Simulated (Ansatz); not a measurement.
**Single-point calculation, with input and output: AlAs (part 2 of 2)**

Continued. System: AlAs (slab, 20 atoms in the cell). Method: DFT PBEsol, scalar-relativistic, plane waves, PAW, no spin polarisation (Ansatz 0.2.0); cutoff 360 eV, 7×3×1 k-mesh, Gaussian smearing of 0.05 eV. The structure derives from an entry of the Crystallography Open Database. It belongs to a series of runs on one base structure; here: cutoff: 360.

Geometry of the input (Å; fractional positions):
```
4.0125  0.0000  0.0000
0.0000  9.8287  0.0000
0.0000  0.0000  25.4249
Al 0.5000  0.6667  0.2950
As 0.5000  0.4167  0.2950
Al 0.0000  0.3333  0.3405
As 0.0000  0.0833  0.3405
Al 0.5000  0.0000  0.3861
As 0.5000  0.7500  0.3861
Al 0.0000  0.6667  0.4317
As 0.0000  0.4167  0.4317
Al 0.5000  0.3333  0.4772
As 0.5000  0.0833  0.4772
Al 0.0000  0.0000  0.5228
As 0.0000  0.7500  0.5228
Al 0.5000  0.6667  0.5683
As 0.5000  0.4167  0.5683
Al 0.0000  0.3333  0.6139
As 0.0000  0.0833  0.6139
Al 0.5000  0.0000  0.6595
As 0.5000  0.7500  0.6595
Al 0.0000  0.6667  0.7050
As 0.0000  0.4167  0.7050
```

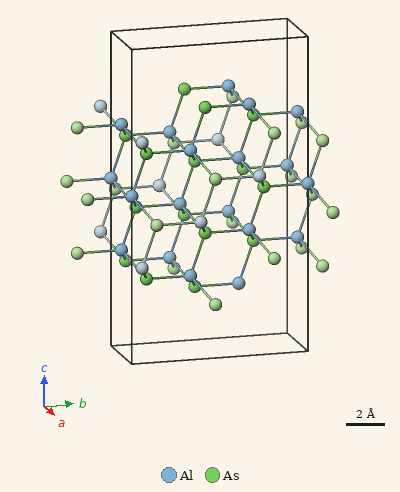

**Figure 1.** The structure as given in the input (ball-and-stick view of the cell of the calculation, with the vacuum cut short, seen slightly off an axis; neighbours outside the cell are drawn fainter). An atom can appear more than once, as a periodic image.

**What the program printed, continued**
```
SCF iter   1: F=—  HF=-53376.160635 eV  |F-HF|=—  |Δ(HF+E_count)|=         —  Δρ=3.11e-3  dr2=1.81e0  ethr=1.77e-3  p=0.167 e·Å  D=3.02e-2 V/Å  ΔV_dip=-0.77 eV  dr2_dipole=1.08e0  V_vac-E_F(+/−)=4.31/5.08 eV  ⟨swp⟩=6.9  Hψ=3638  notcnv=0  defer=13
efield: sawtooth ramp at fractional position 0.9800 (placed from the atoms, in the widest stretch of the axis that holds none; the zero of the levels goes with the place), width 0.0400; the density the first Hamiltonian is built on has a dipole p = 0.167 e·Å; the dipole correction subtracts the counter field D = 3.02e-2 V/Å, which shifts the + side's vacuum level by -0.77 eV against the − side's; the planar-averaged density in the ramp window peaks in size at 6.5e-6 e/Å³
preconditioner: auto → LDOS  [metal: Δε(μ)=0.045 eV  Ē_g=7.644 eV  σ=0.050 eV  W_gap=0.48  n_scr=152 (ndim 8)  ℏωp=10.5 eV  f_vac=0.484  D(μ)=9.98/eV (n_scr^D=34)  β→1.0]
SCF iter   2: F=—  HF=-53376.133784 eV  |F-HF|=—  |Δ(HF+E_count)|=   2.69e-2  Δρ=4.13e-3  dr2=4.16e0  ethr=1.01e-3  p=0.298 e·Å  D=5.37e-2 V/Å  ΔV_dip=-1.37 eV  dr2_dipole=3.11e0  V_vac-E_F(+/−)=3.99/5.36 eV  ⟨swp⟩=2.1  Hψ=1056  notcnv=0  defer=118  recentre
SCF iter   3: F=—  HF=-53376.072941 eV  |F-HF|=—  |Δ(HF+E_count)|=   6.08e-2  Δρ=1.81e-3  dr2=7.41e-1  ethr=1.01e-3  p=0.207 e·Å  D=3.74e-2 V/Å  ΔV_dip=-0.95 eV  dr2_dipole=4.74e-1  V_vac-E_F(+/−)=4.18/5.13 eV  ⟨swp⟩=2.0  Hψ=803  notcnv=0  defer=118
SCF iter   4: F=—  HF=-53376.043630 eV  |F-HF|=—  |Δ(HF+E_count)|=   2.93e-2  Δρ=8.57e-4  dr2=9.53e-2  ethr=4.12e-4  p=0.252 e·Å  D=4.56e-2 V/Å  ΔV_dip=-1.16 eV  dr2_dipole=6.01e-2  V_vac-E_F(+/−)=4.07/5.23 eV  ⟨swp⟩=1.6  Hψ=1028  notcnv=0  defer=107
SCF iter   5: F=—  HF=-53376.041543 eV  |F-HF|=—  |Δ(HF+E_count)|=   2.09e-3  Δρ=7.60e-4  dr2=1.25e-1  ethr=5.29e-5  p=0.254 e·Å  D=4.59e-2 V/Å  ΔV_dip=-1.17 eV  dr2_dipole=9.62e-2  V_vac-E_F(+/−)=4.07/5.23 eV  ⟨swp⟩=1.0  Hψ=773  notcnv=0  defer=107
SCF iter   6: F=—  HF=-53376.039210 eV  |F-HF|=—  |Δ(HF+E_count)|=   2.33e-3  Δρ=3.40e-4  dr2=2.39e-2  ethr=5.29e-5  p=0.249 e·Å  D=4.49e-2 V/Å  ΔV_dip=-1.14 eV  dr2_dipole=1.86e-2  V_vac-E_F(+/−)=4.08/5.22 eV  ⟨swp⟩=1.0  Hψ=773  notcnv=0  defer=107
SCF iter   7: F=—  HF=-53376.038588 eV  |F-HF|=—  |Δ(HF+E_count)|=   6.22e-4  Δρ=1.01e-4  dr2=7.57e-4  ethr=1.33e-5  p=0.243 e·Å  D=4.39e-2 V/Å  ΔV_dip=-1.12 eV  dr2_dipole=3.40e-5  V_vac-E_F(+/−)=4.09/5.21 eV  ⟨swp⟩=1.0  Hψ=773  notcnv=0  defer=107
SCF iter   8: F=—  HF=-53376.038529 eV  |F-HF|=—  |Δ(HF+E_count)|=   5.95e-5  Δρ=4.98e-5  dr2=1.52e-4  ethr=4.21e-7  p=0.243 e·Å  D=4.38e-2 V/Å  ΔV_dip=-1.11 eV  dr2_dipole=5.91e-7  V_vac-E_F(+/−)=4.09/5.20 eV  ⟨swp⟩=2.0  Hψ=1089  notcnv=0  defer=107
SCF iter   9: F=—  HF=-53376.038514 eV  |F-HF|=—  |Δ(HF+E_count)|=   1.49e-5  Δρ=2.71e-5  dr2=5.43e-5  ethr=8.44e-8  p=0.242 e·Å  D=4.37e-2 V/Å  ΔV_dip=-1.11 eV  dr2_dipole=2.81e-6  V_vac-E_F(+/−)=4.09/5.20 eV  ⟨swp⟩=2.0  Hψ=892  notcnv=0  defer=107
SCF iter  10: F=—  HF=-53376.038426 eV  |F-HF|=—  |Δ(HF+E_count)|=   8.80e-5  Δρ=1.62e-5  dr2=1.46e-5  ethr=3.02e-8  p=0.242 e·Å  D=4.37e-2 V/Å  ΔV_dip=-1.11 eV  dr2_dipole=4.61e-8  V_vac-E_F(+/−)=4.09/5.20 eV  ⟨swp⟩=2.0  Hψ=1456  notcnv=0  defer=107
SCF iter  11: F=—  HF=-53376.038425 eV  |F-HF|=—  |Δ(HF+E_count)|=   7.83e-7  Δρ=9.59e-6  dr2=4.58e-6  ethr=8.10e-9  p=0.242 e·Å  D=4.36e-2 V/Å  ΔV_dip=-1.11 eV  dr2_dipole=7.09e-8  V_vac-E_F(+/−)=4.09/5.20 eV  ⟨swp⟩=2.0  Hψ=1431  notcnv=0  defer=107
SCF iter  12: F=—  HF=-53376.038424 eV  |F-HF|=—  |Δ(HF+E_count)|=   3.79e-7  Δρ=5.27e-6  dr2=1.26e-6  ethr=2.54e-9  p=0.242 e·Å  D=4.36e-2 V/Å  ΔV_dip=-1.11 eV  dr2_dipole=8.49e-9  V_vac-E_F(+/−)=4.09/5.20 eV  ⟨swp⟩=2.0  Hψ=999  notcnv=0  defer=107
SCF iter  13: F=—  HF=-53376.038425 eV  |F-HF|=—  |Δ(HF+E_count)|=   6.76e-8  Δρ=2.56e-6  dr2=3.58e-7  ethr=7.01e-10  p=0.242 e·Å  D=4.36e-2 V/Å  ΔV_dip=-1.11 eV  dr2_dipole=1.88e-8  V_vac-E_F(+/−)=4.09/5.20 eV  ⟨swp⟩=2.0  Hψ=995  notcnv=0  defer=107
SCF iter  14: F=-53376.038425 eV  HF=-53376.038425 eV  |F-HF|=2.67e-8  |Δ(HF+E_count)|=   3.66e-8  Δρ=1.13e-6  dr2=5.62e-8  ethr=5.56e-11  p=0.242 e·Å  D=4.36e-2 V/Å  ΔV_dip=-1.11 eV  dr2_dipole=8.54e-9  V_vac-E_F(+/−)=4.09/5.20 eV  ⟨swp⟩=16.1  Hψ=4389  notcnv=0
SCF 1 converged in 14 iterations: F = -53376.038425 eV  dr2 = 5.62e-8
  greatest PAW one-centre occupation: 0.999 electrons in one spin orbital (limit 2), on the As atom at site 19 (counted from 0), in its partial waves of l = 2
SCF converged after 14 iterations
Free energy (F): -53376.038425 eV
Harris-Foulkes:  -53376.038425 eV  (|F-HF|=2.67e-8)
Internal energy: -53376.017976 eV  (E = F + TS)
E sigma→0 (E₀):  -53376.028200 eV
Entropy (-TS):   -0.020448 eV (-1.022 meV/atom)
Fermi energy:    0.570129 eV
Dipole field:    D = 0.043703 V/Å  (p = 0.242174 e·Å, saw-weighted, corrected)
Work function:   Φ+ = 4.0906 eV   Φ− = 5.2017 eV
Levels:          The Fermi level and band energies are counted from a zero that moves with the ramp; work functions are not
--- Per-component energies (eV) ---
  E_band       = -3793.368003
  E_kinetic    = 1249.562843
  E_local      = -115242.641814  (includes V_loc(G=0)·N_el)
  E_nonlocal   = -6576.731484
  E_hartree    = 57787.030640
  E_xc         = -1169.272348
  E_vxc        = -1069.038803  (∫ρ·V_xc dr)
  E_paw        = -22478.904222  (= ΣΔE_a)
  E_vpaw       = 2271.446926  (= ΣTr[D̂ρ^β])
  E_aug_tail   = 0.000298  (compensation charges beyond the density's cutoff)
  E_efield     = 0.005292  (sawtooth field / dipole correction)
  E_vefield    = 0.010584  (∫n·V_field dr)
  E_ewald      = 33045.077140
  E_core_change = 9.855677  (= ΣΔE_core)
  E_smearing   = -0.020448  (= −TS)
  E_closure    = -0.000000  (closes the sum)
  Σ components = -53376.038425   (vs F -53376.038425, Δ=0.00e0)
--- Forces (eV/Å), atoms counted from 1 ---
  atom   1  Al     0.00000000    -0.98467910     0.54868872
  atom   2  As     0.00000000     0.29602428    -0.48022645
  atom   3  Al     0.00000000     0.22021521    -0.17334375
  atom   4  As     0.00000000    -0.28278332     0.03534242
  atom   5  Al     0.00000000     0.46322600    -0.54811003
  atom   6  As     0.00000000     0.37894363     0.08785253
  atom   7  Al     0.00000000    -0.48206073    -0.24120518
  atom   8  As     0.00000000     0.06399890     0.32333931
  atom   9  Al     0.00000000     0.19624992    -0.22730723
  atom  10  As     0.00000000    -0.01351689     0.56828328
  atom  11  Al     0.00000000    -0.05106630    -0.52690897
  atom  12  As     0.00000000     0.16204784     0.32860674
  atom  13  Al     0.00000000    -0.38890576    -0.52594642
  atom  14  As     0.00000000    -0.10007662     0.00855937
  atom  15  Al     0.00000000     0.75981166     0.12800548
  atom  16  As     0.00000000     0.20263230     0.84269542
  atom  17  Al     0.00000000    -0.07653640    -0.81273133
  atom  18  As     0.00000000     0.71704963     1.06966113
  atom  19  Al     0.00000000    -1.28794942    -1.00610862
  atom  20  As     0.00000000     0.20732093     0.60075910
  max |Σ_I F_I| component: 9.44e-5 eV/Å
--- Stress (GPa, compression-positive) ---
       -0.653543       0.000000       0.000000
        0.000000      -0.841404       0.158466
        0.000000       0.158463       0.307332
  P = ⅓ Tr σ = -0.3959 GPa (-3.959 kbar)
--- Band table (eV; the first three rows and the last of 8) ---
  k-point 0: bands = ["-35.2220", "-35.2089", "-35.2055", "-35.1884", "-35.1873", "-35.0543", "-35.0493", "-35.0285", "-35.0148", "-35.0094", "-34.7288", "-34.7281", "-34.7130", "-34.7113", "-34.7069", "-34.5013", "-34.4972", "-34.4780", "-34.4752", "-34.4728", "-34.4696", "-34.4608", "-34.4596", "-34.4577", "-34.4520", "-34.4330", "-34.4328", "-34.4196", "-34.4166", "-34.4113", "-34.3892", "-34.3778", "-34.3098", "-34.2670", "-34.2448", "-34.1201", "-34.1186", "-34.1137", "-34.1076", "-34.1043", "-33.6815", "-33.6746", "-33.6322", "-33.6320", "-33.6268", "-33.6264", "-33.6180", "-33.6138", "-33.5691", "-33.5683", "-11.9355", "-11.3648", "-11.1867", "-10.7986", "-10.7137", "-10.5719", "-10.2012", "-9.7220", "-9.5071", "-9.3026", "-5.3312", "-5.2207", "-4.8829", "-4.7369", "-4.5742", "-4.2458", "-4.1916", "-3.9363", "-2.7113", "-2.6239", "-2.3555", "-2.3271", "-2.2319", "-1.8690", "-1.6655", "-1.6217", "-1.5013", "-1.4151", "-1.1138", "-1.0143", "-0.9053", "-0.8404", "-0.5868", "-0.4506", "-0.2534", "-0.1936", "-0.0584", "0.2589", "0.2868", "0.4252", "0.7169", "0.9906", "1.3070", "1.6574", "2.3192", "2.5407", "2.6869", "2.8543", "2.9517", "3.1265", "3.1469", "3.3982", "3.5629", "3.9473", "4.1006", "4.2514", "4.3113", "4.4363", "4.5636", "4.6065"]
  k-point 1: bands = ["-35.2220", "-35.2089", "-35.2055", "-35.1884", "-35.1873", "-35.0543", "-35.0493", "-35.0285", "-35.0148", "-35.0094", "-34.7288", "-34.7281", "-34.7130", "-34.7113", "-34.7069", "-34.5013", "-34.4972", "-34.4780", "-34.4752", "-34.4728", "-34.4695", "-34.4608", "-34.4596", "-34.4577", "-34.4520", "-34.4330", "-34.4328", "-34.4197", "-34.4166", "-34.4113", "-34.3892", "-34.3778", "-34.3098", "-34.2670", "-34.2448", "-34.1201", "-34.1186", "-34.1137", "-34.1076", "-34.1043", "-33.6815", "-33.6746", "-33.6322", "-33.6320", "-33.6268", "-33.6264", "-33.6180", "-33.6138", "-33.5691", "-33.5683", "-11.8591", "-11.4362", "-11.2759", "-10.8500", "-10.7359", "-10.4624", "-10.1501", "-9.7251", "-9.4921", "-9.2488", "-5.5134", "-5.3222", "-5.1747", "-4.8746", "-4.6630", "-4.1732", "-3.6549", "-3.1662", "-2.9903", "-2.7597", "-2.6728", "-2.1596", "-2.0711", "-1.7636", "-1.7439", "-1.5667", "-1.5363", "-1.4477", "-1.1794", "-1.0360", "-0.9853", "-0.7625", "-0.6682", "-0.4983", "-0.4689", "-0.1398", "-0.0324", "0.3017", "0.3104", "0.4745", "0.8289", "0.9545", "1.3215", "1.8061", "2.2556", "2.3586", "2.5582", "2.6822", "2.9713", "3.0260", "3.2234", "3.4220", "3.6264", "3.8227", "4.1068", "4.2412", "4.2839", "4.4191", "4.5601", "4.5675"]
  k-point 2: bands = ["-35.2220", "-35.2089", "-35.2056", "-35.1884", "-35.1871", "-35.0542", "-35.0494", "-35.0285", "-35.0146", "-35.0095", "-34.7286", "-34.7282", "-34.7128", "-34.7113", "-34.7070", "-34.5012", "-34.4973", "-34.4779", "-34.4752", "-34.4728", "-34.4696", "-34.4609", "-34.4594", "-34.4576", "-34.4521", "-34.4329", "-34.4328", "-34.4195", "-34.4166", "-34.4113", "-34.3891", "-34.3779", "-34.3098", "-34.2670", "-34.2448", "-34.1200", "-34.1186", "-34.1136", "-34.1075", "-34.1044", "-33.6814", "-33.6747", "-33.6322", "-33.6320", "-33.6269", "-33.6263", "-33.6178", "-33.6138", "-33.5691", "-33.5682", "-11.8135", "-11.2566", "-11.0923", "-10.7019", "-10.6256", "-10.4818", "-10.1334", "-9.6207", "-9.4715", "-9.2306", "-5.2640", "-5.1783", "-4.8536", "-4.7207", "-4.5589", "-4.2619", "-4.1467", "-3.9580", "-2.9472", "-2.8621", "-2.7012", "-2.6013", "-2.4620", "-2.2634", "-2.0823", "-1.9517", "-1.8977", "-1.7680", "-1.6238", "-1.4252", "-1.3971", "-1.1302", "-0.9695", "-0.7503", "-0.6186", "-0.2878", "-0.1460", "0.1768", "0.3705", "0.5702", "0.7179", "0.8743", "0.9164", "2.3033", "3.0735", "3.1298", "3.3633", "3.4190", "3.4680", "3.6026", "3.7060", "3.7787", "3.7913", "3.9898", "4.1371", "4.1788", "4.2633", "4.4432", "4.5533", "4.5848"]
  k-point 7: bands = ["-35.2217", "-35.2088", "-35.2059", "-35.1887", "-35.1864", "-35.0537", "-35.0497", "-35.0284", "-35.0140", "-35.0097", "-34.7285", "-34.7280", "-34.7124", "-34.7113", "-34.7072", "-34.5007", "-34.4976", "-34.4776", "-34.4751", "-34.4726", "-34.4699", "-34.4611", "-34.4588", "-34.4570", "-34.4524", "-34.4332", "-34.4323", "-34.4191", "-34.4164", "-34.4116", "-34.3884", "-34.3781", "-34.3100", "-34.2670", "-34.2447", "-34.1196", "-34.1189", "-34.1131", "-34.1073", "-34.1046", "-33.6809", "-33.6750", "-33.6321", "-33.6319", "-33.6272", "-33.6263", "-33.6167", "-33.6140", "-33.5694", "-33.5675", "-11.0312", "-10.8259", "-10.5499", "-10.3870", "-10.2266", "-10.0434", "-9.8616", "-9.3588", "-9.0946", "-8.9459", "-5.5803", "-5.4334", "-5.3878", "-5.1726", "-5.0837", "-4.8847", "-4.7007", "-4.4475", "-4.1190", "-3.7072", "-3.3542", "-3.0692", "-2.9571", "-2.7504", "-2.6680", "-2.4329", "-2.3131", "-2.2467", "-2.0009", "-1.9055", "-1.7578", "-1.6626", "-1.4470", "-1.3198", "-1.1716", "-0.8968", "-0.5826", "-0.4149", "0.1535", "0.3566", "0.6002", "0.6136", "0.8061", "1.1984", "2.2589", "2.4722", "2.7503", "2.8358", "3.1635", "3.3171", "3.4220", "3.5075", "3.6474", "3.8454", "4.0586", "4.3235", "4.4801", "4.6681", "4.7524", "4.8438"]
```

**Summary**

```tsv
quantity	value
outcome	converged
electrons treated	180
free energy	−53376.0384 eV
work function, top face	4.09 eV
work function, bottom face	5.20 eV
Fermi energy	0.570 eV
gap on the k-point mesh	none (metallic)
work function (upper face)	4.09 eV
largest force (length of the vector)	1.634 eV/Å
hardware	2 threads of AMD EPYC (Zen 5), 32 GiB of memory available, shared host
wall time	18 s (CPU time 35 s)
peak memory	1.5 GiB
```

**Notes**

The program warns: the cutoff is below the recommended one.
